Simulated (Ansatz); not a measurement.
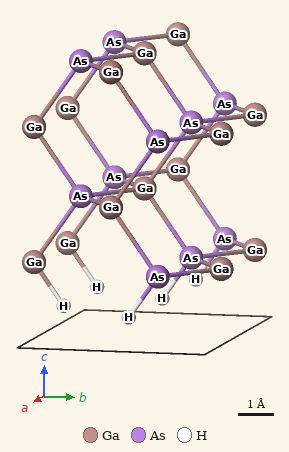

Starting structure of a slab of composition Ga2As2H (cut from the F-43m phase). A ball-and-stick model of the cell of the calculation, outlined in the plane, without the vacuum (origin shifted), seen slightly off an axis.

Case: clean slab, lower planes held. The slab is the (1 1 0) face of GaAs. 8 atoms are held fixed.

Method: DFT PBE+D3(BJ), scalar-relativistic, plane waves, PAW in Ansatz 0.2.0.

The input:
```yaml
crystal:
  lattice:
    - [8.0267119389, 0.0, 0.0]
    - [0.0, 5.6757424426, 0.0]
    - [0.0, 0.0, 23.2856036546]
  atoms:
    - { symbol: Ga, position: [0.25, 0.5, 0.3979097917] }
    - { symbol: Ga, position: [0.75, 0.5, 0.3979097917] }
    - { symbol: As, position: [0.5, 0.25, 0.3979097917] }
    - { symbol: As, position: [0.0, 0.25, 0.3979097917] }
    - { symbol: Ga, position: [0.5, 0.0, 0.4840865563] }
    - { symbol: Ga, position: [0.0, 0.0, 0.4840865563] }
    - { symbol: As, position: [0.75, 0.75, 0.4840865563] }
    - { symbol: As, position: [0.25, 0.75, 0.4840865563] }
    - { symbol: Ga, position: [0.75, 0.5, 0.5702633209] }
    - { symbol: Ga, position: [0.25, 0.5, 0.5702633209] }
    - { symbol: As, position: [0.0, 0.25, 0.5702633209] }
    - { symbol: As, position: [0.5, 0.25, 0.5702633209] }
    - { symbol: Ga, position: [0.0, 0.0, 0.6564400855] }
    - { symbol: Ga, position: [0.5, 0.0, 0.6564400855] }
    - { symbol: As, position: [0.25, 0.75, 0.6564400855] }
    - { symbol: As, position: [0.75, 0.75, 0.6564400855] }
    - { symbol: H, position: [0.25, 0.6576697544, 0.3435599145] }
    - { symbol: H, position: [0.75, 0.6576697544, 0.3435599145] }
    - { symbol: H, position: [0.5, 0.0953819182, 0.3446118476] }
    - { symbol: H, position: [0.0, 0.0953819182, 0.3446118476] }
basis:
  ecutwfc: 420
kpoints:
  mp_grid: { grid: [2, 3, 1] }
hamiltonian:
  xc: pbe
  dispersion: d3bj
scf:
  occupations: { method: gaussian, width: 0.05 }
output:
  forces: true
  eigenvalues: true
  write_density: true
  write_potential: true
  elf: true
  volumetric_format: npy
relax:
  adjacent_minimum: "off"
  f_tol: 0.03
  max_steps: 70
  constraints: [{ sites: [0, 1, 2, 3, 4, 5, 6, 7] }]
efield:
  axis: 3
  dipole_correction: true
  ramp_width: 0.04
```

Command:
```bash
ansatz run input.yaml --threads 8 --pin off --max-ram 20480MiB --backend cpu --events-out ev --progress --plain --runs-dir out
```

**Where does the constrained relaxation end?**

After 5 accepted moves (6 points after the start) the energy has fallen by 1.534 eV per cell of the calculation. Largest force component: 1.5 eV/Å at the start, 0.012 eV/Å at the end. 1 step only repeated the SCF at the same geometry. The largest moves, 0.60 Å, are those of Ga13 and Ga14. Ga14 goes at 41° to the normal (−c side). Largest moves by element: Ga 0.60 Å, As 0.31 Å, H 0.03 Å. The cell doesn't change. Some distances before and after: Ga10–As15 2.458 → 2.493 Å, Ga1–H17 1.550 → 1.575 Å, As11–Ga13 2.458 → 2.442 Å, As7–Ga9 2.458 → 2.473 Å. Bond angles that change, for instance: Ga10–As15–Ga13 109.5° → 88.7°, Ga5–As12–Ga14 109.5° → 94.0°, As11–Ga13–As15 109.5° → 124.2°. The run took 71 s on 8 threads of Arm Neoverse V1 (shared host), peak memory 2.2 GiB.

Step by step:

```
step  E − E(0), meV/atom  largest force component, eV/Å                         note
   0                0.00                         1.4777                             
   1              -50.30                         0.9142                             
   2              -71.38                         0.3694                             
   3              -75.68                         0.2208                             
   4              -76.64                         0.0976                             
   5              -76.72                         0.0118                             
   6              -76.72                         0.0119  same geometry, SCF repeated
```

After the run, drawn alike:

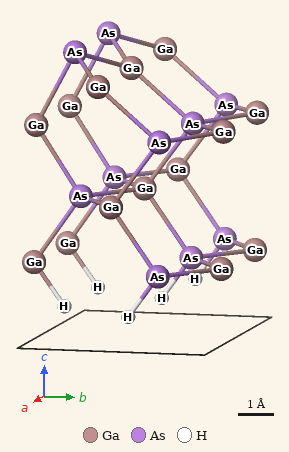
